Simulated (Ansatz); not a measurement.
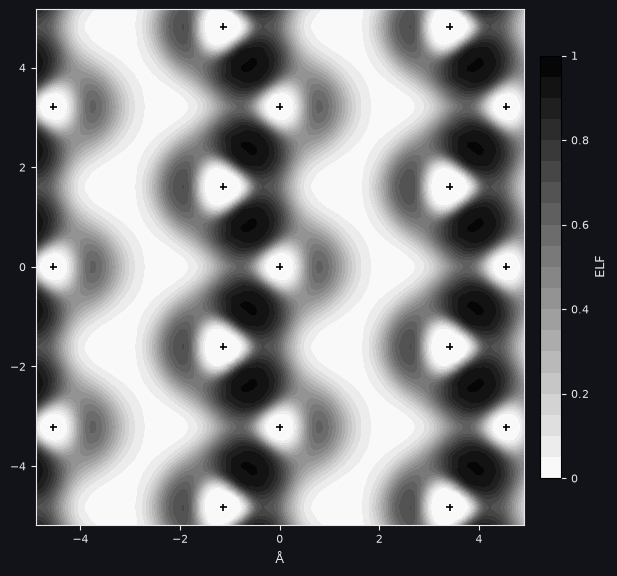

The ELF on a plane through atoms (crosses mark nuclei in the plane).

The calculation used Ansatz 0.2.0, DFT PBE, scalar-relativistic, plane waves, PAW.

Candidates:
A. BP, a = 4.55 Å, b = 3.22 Å, c = 9.65 Å, α = 90.00°, β = 90.00°, γ = 90.00°. Space group F-43m.
B. MoS₂, a = 3.19 Å, b = 3.19 Å, c = 14.74 Å, α = 90.00°, β = 90.00°, γ = 120.00°. Space group P6₃/mmc; computed without spin polarisation.

Question: Which system is this?

Answer: Candidate A: BP on the (010) plane of the calculation cell, which holds B and P. B–P (1.97 Å): the ELF peaks at about 0.95 between the atoms; a shared electron pair.
